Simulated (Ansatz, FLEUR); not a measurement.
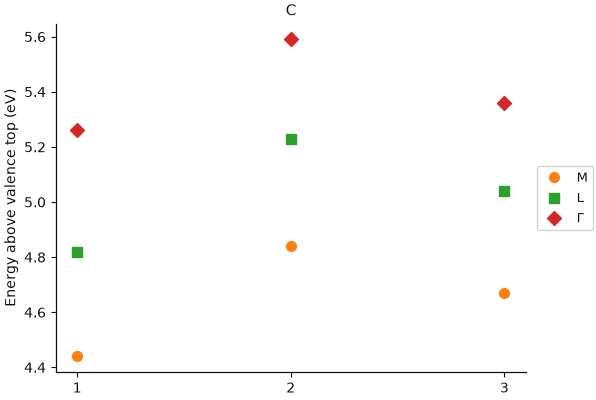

Lowest conduction level at each named k point, counted from the valence-band top at Γ, by several methods on one cell of C, space group P6_3/mmc (No. 194), 8 atoms in the cell, volume scaled by a factor 0.94; a = 2.471 Å, c = 8.069 Å (hexagonal axes). All runs are without spin-orbit coupling and carry no moments. The cell is at 33 GPa in PBE. In some of the methods the smallest gap lies off these points.

Question: Which column is which method? They are r2SCAN, PBE and PBEsol.

Answer: 1 is PBEsol; 2 is r2SCAN; 3 is PBE.

```csv
method,program,M (eV),L (eV),Γ (eV)
PBEsol,FLEUR,4.44,4.82,5.26
PBE,Ansatz,4.67,5.04,5.36
r2SCAN,Ansatz,4.84,5.23,5.59
```

Question: Does r2SCAN shift these levels rigidly from PBE?

Answer: The shifts are +0.17 eV at M, +0.19 eV at L and +0.23 eV at Γ, and at points that aren't plotted +0.27 eV (A), +0.36 eV (K) and +0.27 eV (H): over the named points that both runs hold, a spread of 0.19 eV on a mean of 0.25 eV, so one shift doesn't describe them.

Settings. PBEsol: all-electron, 12×12×4 k mesh, Fermi-Dirac smearing of 0.05 eV (FLEUR MaX-R8.1 (later development tree)). PBE: PseudoDojo standard (PBE files), 12×12×4 k mesh, 1116 eV cutoff, Fermi-Dirac smearing of 0.05 eV (Ansatz 0.2.0). r2SCAN: r2SCAN with D4 dispersion, Ansatz PAW, 12×12×4 k mesh, 500 eV cutoff, Fermi-Dirac smearing of 0.05 eV (Ansatz 0.2.0).

These are three of the 17 methods that were run on this cell. The runs come from different programs, which adds differences of its own. LDA, GGA and most meta-GGA functionals understate gaps. This is a hexagonal form of diamond, not graphite. r2SCAN: the PAW data sets were made with another functional. Over all k points computed the smallest gap is 4.63 eV in PBE and 4.80 eV in r2SCAN, from the valence top at Γ to the conduction bottom at a point off the named ones.
